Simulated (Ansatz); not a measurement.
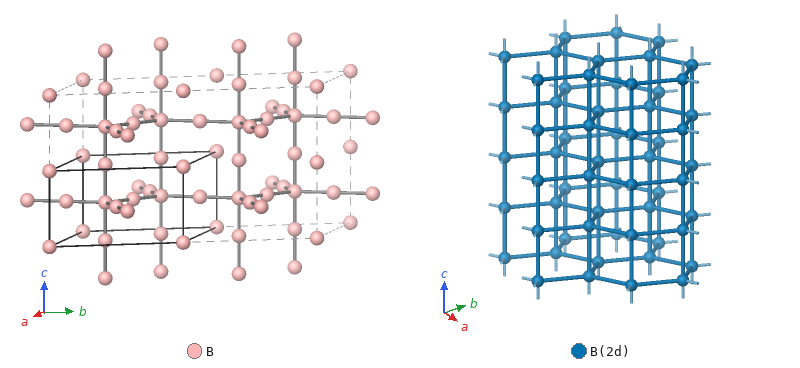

Left: the structure. Right: its underlying net. Nodes are coloured by topological kind. Short stubs are edges that leave the cut-out.

B (space group P6/mmm, No. 191): the geometry relaxed with DFT PBE, scalar-relativistic, plane waves, PAW in Ansatz 0.2.0; the starting structure was generated, so it need not be a known form of this composition.

Bonds are taken as B–B below 1.8 Å; no other contact counts. Simplification: prune 0- and 1-connected atoms, fold 2-connected ones into links.

The result is a uninodal 5-connected, three-periodic net: B(2d) is a 5-connected node. B(2c) and B(3g) become part of the edges. B(1a) drops out. It is the bnn net, known from eclipsed honeycomb layers linked along c. It is a single net, without interpenetration.

```
 node  links  point symbol  coordination sequence
B(2d)      5       4^6.6^4          5 14 29 50 77
```
